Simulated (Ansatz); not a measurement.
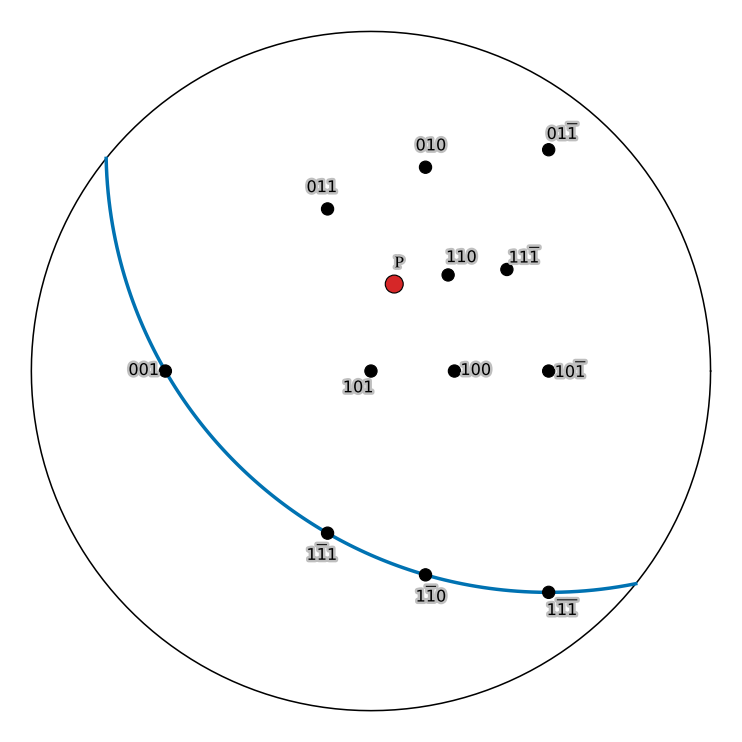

Stereographic projection of plane normals (upper hemisphere) centred on (1 0 1). Crystal: BN, the end point of a relaxation at fixed volume with Ansatz, DFT PBE, scalar-relativistic, plane waves, PAW; the starting structure was generated, so it need not be a known form of this composition. Geometry calculated from the standardised cell; symmetry tolerance 0.002 Å.

a = 2.475 Å, b = 2.475 Å, c = 4.096 Å, α = 90.00°, β = 90.00°, γ = 120.00°.

### Index the pole marked P.

P is (1 1 1), in four indices (1 1 −2 1), 29.7° from the centre.

### Which zone does the coloured great circle trace?

The zone [1 1 0]: its poles satisfy h + k = 0.

### What is the angle between the normals of (1 0 1) and (0 1 0), and what are their d_hkl = 1/|g|?

63.7°; d = 1.899 Å and 2.143 Å.
